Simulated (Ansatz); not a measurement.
# Calculations on HfC

Part 1: Vibrations

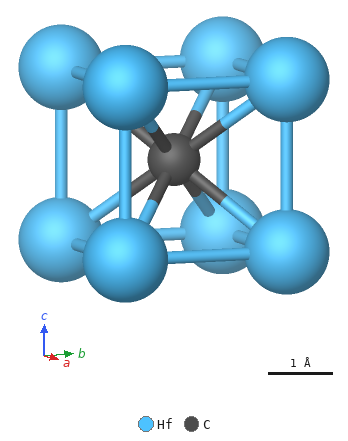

Phonons of a crystal of HfC (a generated structure) at a fixed volume, space group Pm-3m (No. 221), at the zone centre. A ball-and-stick model of the cell of the calculation, seen slightly off an axis.

Theory: Ansatz 0.2.0, DFT PBEsol, scalar-relativistic, plane waves, PAW. (plane-wave cutoff 420 eV; k-point mesh 16 × 16 × 16; occupations fermi dirac; smearing width 0.15 eV; no spin polarisation)

The frequencies depend somewhat on the k-mesh and the smearing.

Question: List the optical modes.

Answer: The calculation's cell holds 2 atoms, so there are 3 optical modes, in 1 level. The optical modes span T₁u. No level is unstable.

```json
{"level": "1", "symmetry": "T₁u", "frequency (cm⁻¹)": "344", "activity": "infrared-active"}
```

The crystal is a metal, so free carriers screen the infrared response.

The modes drawn as arrows (one member of each degenerate set):

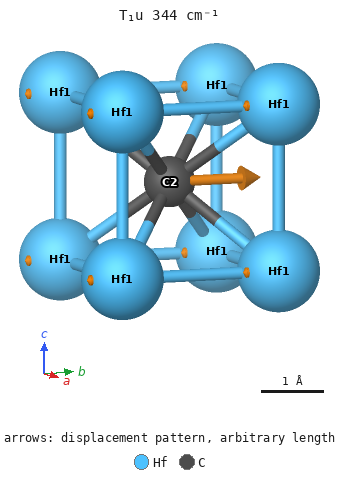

Part 2: Softest mode

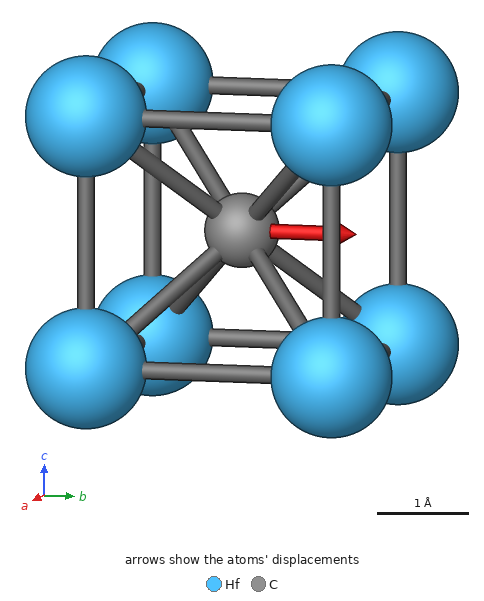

The lowest optical mode of solid HfC (a generated structure) at a fixed volume, space group Pm-3m (No. 221), at the zone centre. Displacements are drawn as red arrows; their common scale and sign are arbitrary. Style: ball-and-stick. Shown: the cell of the calculation, slightly off an axis.

Computed with DFT LDA, scalar-relativistic, plane waves, PAW (Ansatz).

Input file:
```yaml
crystal:
  lattice:
    - [2.805, 0.0, 0.0]
    - [0.0, 2.805, 0.0]
    - [0.0, 0.0, 2.805]
  atoms:
    - { symbol: Hf, position: [0.0, 0.0, 0.0] }
    - { symbol: C, position: [0.5, 0.5, 0.5] }
basis:
  ecutwfc: 420
kpoints:
  mp_grid: { grid: [14, 14, 14] }
hamiltonian:
  xc: lda
scf:
  occupations: { method: fermi_dirac, width: 0.15 }
output:
  eigenvalues: true
phonons:
  method: dfpt
  eigenvectors: true
```

Launched with:
```bash
ansatz run input.yaml --threads 1 --pin off --max-ram 1228MiB --backend cpu --events-out ev --progress --plain --runs-dir out
```

The frequencies depend somewhat on the k-mesh and the smearing.

Is the structure stable against all modes at this point?

Yes: this softest mode has a real frequency, and so have all others here. That speaks for this wave vector alone: the rest of the zone wasn't checked in this run. This is the T₁u mode (triply degenerate; one member of the set is drawn) at 242 cm⁻¹, the only optical level, infrared-active by symmetry. The C sublattice moves against the Hf sublattice, along b; the kinetic energy is shared as C 94 %, Hf 6 %. The crystal is a metal, so free carriers screen the infrared response.

Part 3: Softest mode

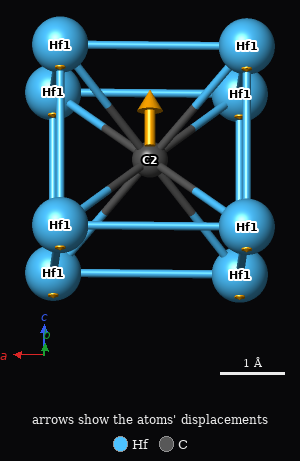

The lowest optical mode of solid HfC (a generated structure) at a fixed volume, space group Pm-3m (No. 221), at the zone centre. The orange arrows give the relative displacements of the atoms. A ball-and-stick model of the cell of the calculation, seen from a free direction.

Theory: DFT PBEsol, scalar-relativistic, plane waves, PAW in Ansatz 0.2.0.

Input file:
```yaml
crystal:
  lattice:
    - [2.921, 0.0, 0.0]
    - [0.0, 2.921, 0.0]
    - [0.0, 0.0, 2.921]
  atoms:
    - { symbol: Hf, position: [0.0, 0.0, 0.0] }
    - { symbol: C, position: [0.5, 0.5, 0.5] }
basis:
  ecutwfc: 420
kpoints:
  mp_grid: { grid: [14, 14, 14] }
hamiltonian:
  xc: pbesol
scf:
  occupations: { method: fermi_dirac, width: 0.15 }
output:
  eigenvalues: true
phonons:
  method: dfpt
  eigenvectors: true
```

Launched with:
```bash
ansatz run input.yaml --threads 1 --pin off --max-ram 1228MiB --backend cpu --events-out ev --progress --plain --runs-dir out
```

The frequencies depend somewhat on the k-mesh and the smearing.

Q: Is the structure stable against all modes at this point?

A: Yes: this softest mode has a real frequency, and so have all others here. That speaks for this wave vector alone: the rest of the zone wasn't checked in this run. This is the T₁u mode (triply degenerate; one member of the set is drawn) at 43 cm⁻¹, the only optical level, infrared-active by symmetry. The C sublattice moves against the Hf sublattice, along c; the kinetic energy is shared as C 94 %, Hf 6 %. The crystal is a metal, so free carriers screen the infrared response.
